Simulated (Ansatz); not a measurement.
# Two runs on Cr

System: Cr (Im-3m, 1 atom in the cell).
Method of the first run: Kohn-Sham DFT of a periodic cell, PBE, Ansatz PAW, spin-polarised (Ansatz 0.2.0).

The structure derives from a Materials Project entry. Text and figures count atoms from 1; the logs count them from 0 in places.

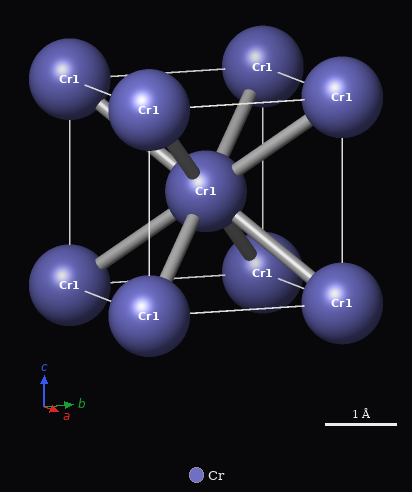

Figure 1. The input geometry (ball-and-stick view of the cell 2 times as large as that of the calculation, set on its symmetry axes, seen slightly off an axis; atoms are numbered from 1 in the order of the input). An atom can appear more than once, as a periodic image. Near neighbours in the periodic cell (some may lie outside the picture): Cr has 8 Cr at 2.57 Å.

### Input, the first run
```yaml
crystal:
  lattice:
    - [-1.4844496776, 1.4844496776, 1.4844496776]
    - [1.4844496776, -1.4844496776, 1.4844496776]
    - [1.4844496776, 1.4844496776, -1.4844496776]
  atoms:
    - { symbol: Cr, position: [0.0, 0.0, 0.0], spin: 3.0 }
hamiltonian:
  xc: pbe
  pseudopotentials: { kind: paw }
magnetization:
  spin_polarized: true
kpoints:
  mp_grid: { grid: [10, 10, 10] }
scf:
  occupations: { method: fermi_dirac, width: 0.05 }
output:
  forces: true
  stress: true
  eigenvalues: true
```

Command:
```bash
ansatz run input.yaml --threads 2 --pin off --max-ram 5632MiB --backend cpu --events-out ev --progress --plain --runs-dir out
```

Hardware: 2 threads of Arm Neoverse V1, 24 GiB of memory available, shared host.

### Output, shortened to warnings, some set-up lines, iterations and results (the first run)
```
WARN: the starting moments were not kept: the SCF closed with an absolute magnetisation of 9.8e-7 μB, where they sum to 3 μB in size (1 site). That is at most 0.1 of that sum. Measured as dr2_m measures the in/out step, that magnetisation stands 9.8e-13 eV from none, at or under the dr2_threshold of 1.0e-7 eV: it is no larger than a step whose dr2_m would equal this threshold. The system may hold …
Basis set: ecut = 420 eV, 249 PW (Γ), exchange–correlation on 36×36×36 points (8 copies of the dense FFT grid, shifted against one another)
Symmetry: 48 space group operations
k-points: 47 of 1000
Initial density: superposition of atomic densities (chi_scale 0.1, normalization cell)
[...]
SCF iter   1: F=—  HF=-3380.567304 eV  |F-HF|=—  |Δ(HF+E_count)|=         —  Δρ=3.27e-1 (↑3.27e-1 ↓1.40e-1)  dr2=5.79e0  dr2_m=6.05e0  M=0.131 μB ∫|m|=0.132 μB  β_m=0.30  …
SCF iter   2: F=—  HF=-3378.066194 eV  |F-HF|=—  |Δ(HF+E_count)|=    2.50e0  Δρ=1.63e-1 (↑1.63e-1 ↓1.40e-1)  dr2=2.29e-1  dr2_m=2.69e0  M=0.208 μB ∫|m|=0.208 μB  β_m=0.43  …
SCF iter   3: F=—  HF=-3377.708087 eV  |F-HF|=—  |Δ(HF+E_count)|=   3.58e-1  Δρ=8.21e-2 (↑8.21e-2 ↓5.49e-2)  dr2=1.41e-1  dr2_m=5.48e-1  M=0.098 μB ∫|m|=0.098 μB  β_m=0.51  …
SCF iter   4: F=—  HF=-3377.603771 eV  |F-HF|=—  |Δ(HF+E_count)|=   1.04e-1  Δρ=4.76e-3 (↑2.84e-3 ↓4.76e-3)  dr2=2.17e-3  dr2_m=1.32e-3  M=0.017 μB ∫|m|=0.019 μB  β_m=0.76  …
SCF iter   5: F=—  HF=-3377.603478 eV  |F-HF|=—  |Δ(HF+E_count)|=   2.93e-4  Δρ=6.89e-4 (↑6.89e-4 ↓5.66e-4)  dr2=6.62e-6  dr2_m=4.17e-5  M=0.002 μB ∫|m|=0.004 μB  β_m=0.83  …
SCF iter   6: F=—  HF=-3377.603485 eV  |F-HF|=—  |Δ(HF+E_count)|=   6.63e-6  Δρ=1.84e-4 (↑1.84e-4 ↓1.59e-4)  dr2=3.34e-6  dr2_m=2.60e-6  M=0.001 μB ∫|m|=0.001 μB  β_m=0.91  …
SCF iter   7: F=—  HF=-3377.603489 eV  |F-HF|=—  |Δ(HF+E_count)|=   4.67e-6  Δρ=2.93e-5 (↑1.48e-5 ↓2.93e-5)  dr2=3.53e-8  dr2_m=5.52e-8  M=0.000 μB ∫|m|=0.000 μB  β_m=0.96  …
SCF iter   8: F=—  HF=-3377.603489 eV  |F-HF|=—  |Δ(HF+E_count)|=   2.31e-8  Δρ=4.12e-6 (↑4.12e-6 ↓2.13e-6)  dr2=1.38e-9  dr2_m=8.91e-10  M=-0.000 μB ∫|m|=0.000 μB  β_m=0.98  …
SCF iter   9: F=—  HF=-3377.603489 eV  |F-HF|=—  |Δ(HF+E_count)|=  4.83e-10  Δρ=4.35e-7 (↑4.35e-7 ↓2.20e-7)  dr2=6.01e-12  dr2_m=1.24e-11  M=0.000 μB ∫|m|=0.000 μB  β_m=0.99  …
SCF iter  10: F=-3377.603489 eV  HF=-3377.603489 eV  |F-HF|=0.00e0  |Δ(HF+E_count)|=  9.09e-12  Δρ=9.73e-8 (↑6.38e-8 ↓9.73e-8)  dr2=1.24e-13  dr2_m=7.74e-13  M=0.000 μB …
SCF 1 converged in 10 iterations: F = -3377.603489 eV  dr2 = 1.24e-13
WARN: the starting moments were not kept: the SCF closed with an absolute magnetisation of 9.8e-7 μB, where they sum to 3 μB in size (1 site). That is at most 0.1 of that sum. Measured as dr2_m measures the in/out step, that magnetisation stands 9.8e-13 eV from none, at or under the dr2_threshold …
SCF converged after 10 iterations
Magnetization: 0.0000 μB (7.0000 up, 7.0000 down)
Absolute magnetization: 0.0000 μB (∫|ρ↑−ρ↓|, with the PAW one-centre terms)
Spin contamination: 0.0000 ħ² per cell (⟨S²⟩ above its minimum at these occupations)
Per-site moments (μB) at R_I (Å): [(8.332856832144728e-7, 1.0605961834390063)]
Free energy (F): -3377.603489 eV
Harris-Foulkes:  -3377.603489 eV  (|F-HF|=0.00e0)
Internal energy: -3377.595565 eV  (E = F + TS)
E sigma→0 (E₀):  -3377.599527 eV
Entropy (-TS):   -0.007925 eV (-7.925 meV/atom)
Fermi energy:    16.795903 eV
--- Per-component energies (eV) ---
  E_band       = -180.533720
  E_kinetic    = 339.909566
  E_local      = -1281.636172  (includes V_loc(G=0)·N_el)
  E_nonlocal   = 77.524510
  E_hartree    = 549.245677
  E_xc         = -139.016184
  E_vxc        = -177.266032  (∫ρ·V_xc dr)
  E_paw        = -1193.837514  (= ΣΔE_a)
  E_vpaw       = -237.557234  (= ΣTr[D̂ρ^β])
[...]
```

For the second run the input was changed thus:
```diff
-    - [-1.4844496776, 1.4844496776, 1.4844496776]
-    - [1.4844496776, -1.4844496776, 1.4844496776]
-    - [1.4844496776, 1.4844496776, -1.4844496776]
+    - [-1.4696051808, 1.4696051808, 1.4844496776]
+    - [1.4696051808, -1.4696051808, 1.4844496776]
+    - [1.4992941744, 1.4992941744, -1.4844496776]
```

How does the second run compare with the first run?

With the same functional and potentials, the second run lies 0.7 meV per atom higher. The SCF takes 11 iterations against 10. The irreducible k-points go from 47 to 171.

### Output, shortened to warnings, some set-up lines, iterations and results (the second run)
```
WARN: the starting moments were not kept: the SCF closed with an absolute magnetisation of 1.4e-6 μB, where they sum to 3 μB in size (1 site). That is at most 0.1 of that sum. Measured as dr2_m measures the in/out step, that magnetisation stands 1.2e-12 eV from none, at or under the dr2_threshold of 1.0e-7 eV: it is no larger than a step whose dr2_m would equal this threshold. The system may hold …
Basis set: ecut = 420 eV, 249 PW (Γ), exchange–correlation on 36×36×36 points (8 copies of the dense FFT grid, shifted against one another)
Symmetry: 8 space group operations
k-points: 171 of 1000
Initial density: superposition of atomic densities (chi_scale 0.1, normalization cell)
[...]
SCF iter   1: F=—  HF=-3380.564395 eV  |F-HF|=—  |Δ(HF+E_count)|=         —  Δρ=3.27e-1 (↑3.27e-1 ↓1.40e-1)  dr2=5.79e0  dr2_m=6.05e0  M=0.131 μB ∫|m|=0.133 μB  β_m=0.30  …
SCF iter   2: F=—  HF=-3378.068478 eV  |F-HF|=—  |Δ(HF+E_count)|=         —  Δρ=1.63e-1 (↑1.63e-1 ↓1.40e-1)  dr2=2.30e-1  dr2_m=2.70e0  M=0.205 μB ∫|m|=0.205 μB  β_m=0.30  …
SCF iter   3: F=—  HF=-3377.798022 eV  |F-HF|=—  |Δ(HF+E_count)|=   2.70e-1  Δρ=1.09e-1 (↑1.09e-1 ↓1.06e-1)  dr2=5.15e-2  dr2_m=1.35e0  M=0.176 μB ∫|m|=0.176 μB  β_m=0.64  …
SCF iter   4: F=—  HF=-3377.670257 eV  |F-HF|=—  |Δ(HF+E_count)|=   1.28e-1  Δρ=3.32e-2 (↑3.32e-2 ↓1.36e-2)  dr2=1.89e-1  dr2_m=1.71e-2  M=0.024 μB ∫|m|=0.024 μB  β_m=0.50  …
SCF iter   5: F=—  HF=-3377.602865 eV  |F-HF|=—  |Δ(HF+E_count)|=   6.74e-2  Δρ=4.59e-3 (↑3.90e-3 ↓4.59e-3)  dr2=3.77e-4  dr2_m=2.07e-3  M=0.015 μB ∫|m|=0.016 μB  β_m=0.75  …
SCF iter   6: F=—  HF=-3377.602795 eV  |F-HF|=—  |Δ(HF+E_count)|=   7.03e-5  Δρ=7.76e-4 (↑6.35e-4 ↓7.76e-4)  dr2=6.23e-5  dr2_m=4.43e-5  M=0.004 μB ∫|m|=0.005 μB  β_m=0.87  …
SCF iter   7: F=—  HF=-3377.602794 eV  |F-HF|=—  |Δ(HF+E_count)|=   9.80e-7  Δρ=2.02e-4 (↑2.02e-4 ↓1.10e-4)  dr2=4.38e-6  dr2_m=1.90e-6  M=0.001 μB ∫|m|=0.001 μB  β_m=0.93  …
SCF iter   8: F=—  HF=-3377.602795 eV  |F-HF|=—  |Δ(HF+E_count)|=   1.56e-6  Δρ=2.64e-5 (↑1.11e-5 ↓2.64e-5)  dr2=7.42e-8  dr2_m=2.81e-8  M=0.000 μB ∫|m|=0.000 μB  β_m=0.97  …
SCF iter   9: F=—  HF=-3377.602795 eV  |F-HF|=—  |Δ(HF+E_count)|=   2.18e-8  Δρ=5.40e-6 (↑3.13e-6 ↓5.40e-6)  dr2=6.20e-9  dr2_m=5.48e-10  M=0.000 μB ∫|m|=0.000 μB  β_m=0.96  …
SCF iter  10: F=—  HF=-3377.602795 eV  |F-HF|=—  |Δ(HF+E_count)|=  1.88e-10  Δρ=6.08e-7 (↑4.33e-7 ↓6.08e-7)  dr2=3.44e-11  dr2_m=2.13e-11  M=0.000 μB ∫|m|=0.000 μB  β_m=0.98  …
SCF iter  11: F=-3377.602795 eV  HF=-3377.602795 eV  |F-HF|=4.55e-13  |Δ(HF+E_count)|=  3.46e-11  Δρ=1.72e-7 (↑1.72e-7 ↓7.29e-8)  dr2=2.61e-12  dr2_m=1.37e-12  M=0.000 μB …
SCF 1 converged in 11 iterations: F = -3377.602795 eV  dr2 = 2.61e-12
WARN: the starting moments were not kept: the SCF closed with an absolute magnetisation of 1.4e-6 μB, where they sum to 3 μB in size (1 site). That is at most 0.1 of that sum. Measured as dr2_m measures the in/out step, that magnetisation stands 1.2e-12 eV from none, at or under the dr2_threshold …
SCF converged after 11 iterations
Magnetization: 0.0000 μB (7.0000 up, 7.0000 down)
Absolute magnetization: 0.0000 μB (∫|ρ↑−ρ↓|, with the PAW one-centre terms)
Spin contamination: 0.0000 ħ² per cell (⟨S²⟩ above its minimum at these occupations)
Per-site moments (μB) at R_I (Å): [(6.832142506669622e-7, 1.053537405629876)]
Free energy (F): -3377.602795 eV
Harris-Foulkes:  -3377.602795 eV  (|F-HF|=4.55e-13)
Internal energy: -3377.594941 eV  (E = F + TS)
E sigma→0 (E₀):  -3377.598868 eV
Entropy (-TS):   -0.007855 eV (-7.855 meV/atom)
Fermi energy:    16.801516 eV
--- Per-component energies (eV) ---
  E_band       = -180.483945
  E_kinetic    = 339.928832
  E_local      = -1281.738740  (includes V_loc(G=0)·N_el)
  E_nonlocal   = 77.537589
  E_hartree    = 549.317961
  E_xc         = -139.017707
  E_vxc        = -177.268168  (∫ρ·V_xc dr)
  E_paw        = -1193.850386  (= ΣΔE_a)
  E_vpaw       = -237.579796  (= ΣTr[D̂ρ^β])
[...]
```

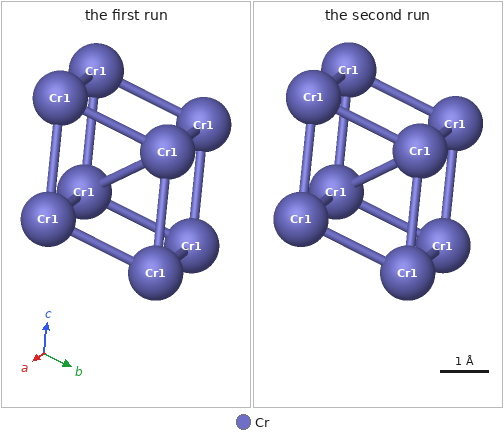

Figure 2. The two input geometries at one scale (ball-and-stick view of the cell of the calculation, seen slightly off an axis). The atoms keep their places relative to the cell (all moves are under 0.005 Å). The drawn cell changes at constant volume: a = b 2.571 → 2.554 Å (−0.7 %), c 2.571 → 2.588 Å (+0.7 %), γ 109.5° → 108.9°. Among the contacts that change: Cr1–Cr1 2.571 → 2.588 Å.

### The two runs side by side

| quantity | the first run | the second run |
| --- | --- | --- |
| outcome | converged | converged |
| free energy per atom (eV) | −3377.6035 | −3377.6028 |
| energy per atom, smearing taken to zero (eV) | −3377.5995 | −3377.5989 |
| gap on the mesh (eV) | 0.00 | 0.00 |
| net moment of the cell (μB) | 0.00 | 0.00 |
| absolute moment of the cell (μB) | 0.00 | 0.00 |
| pressure (GPa) | −24.36 | −24.33 |
| largest force (eV/Å) | 0.000 | 0.000 |
| SCF iterations | 10 | 11 |
| irreducible k-points | 47 | 171 |
| plane waves at Γ | 249 | 249 |
| wall time (shared host) | 1.1 s | 3.2 s |

For both runs: Warnings: some starting moments were not kept. The cell is under a tension of 24 GPa at this level, so it is not at its equilibrium volume.
